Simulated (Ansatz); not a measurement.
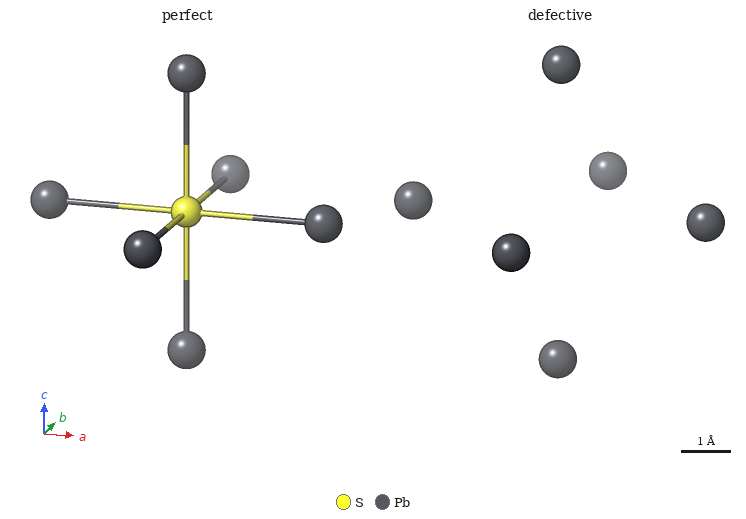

Left: perfect PbS. Right: the same region with one point defect, after relaxing the atoms in a supercell of 64 sites. Style: ball-and-stick. Shown: the atoms within 3.8 Å of one point, slightly off an axis.

Computed with Ansatz, DFT, PBEsol, PAW, plane waves. Settings: plane-wave cutoff 420 eV; k-point mesh 1 × 1 × 1; mesh shifted by (0.25, 0.25, 0.25); no spin polarisation. Fermi-Dirac smearing of 0.01 eV. A uniform background neutralises the charged cell. The axes drawn are those of the host's conventional cell.

### Which defect is it?

A sulfur atom is taken out (a vacancy).

The charge state of the cell is +2.

### How does the lattice respond?

Around the empty S site the host had 6 Pb at 2.95 Å; after relaxation the nearest atoms are 6 Pb at 3.13 to 3.14 Å. Of the host's atoms, a lead atom moves furthest from its site, by 0.20 Å.

Limits of the set-up: the cell is charged, on a uniform background, and energies carry no finite-size correction.
